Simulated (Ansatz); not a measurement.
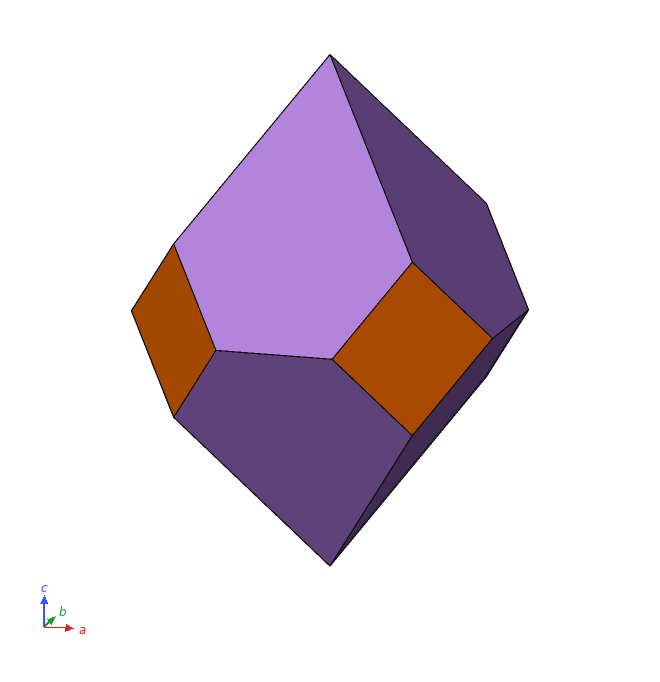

Crystal habit computed by the BFDH rule (growth rate of a face proportional to 1/d, systematic absences taken into account). This is a geometric estimate, not an energy calculation. Faces of one form share a colour. Cell of SiO₂: space group P4_32_12 (No. 96), a = 5.084 Å, b = 5.084 Å, c = 7.097 Å, α = 90.00°, β = 90.00°, γ = 90.00°. Origin: the end point of a relaxation with Ansatz, DFT, PBE, plane waves, PAW. Forms under 0.4 % of the area are left out. Forms are taken in the Laue class: a face and its opposite count as one form.

**Which form is which colour?**

purple: {101} (d = 4.13 Å, 85 % of the area); orange: {110} (d = 3.60 Å, 15 % of the area).
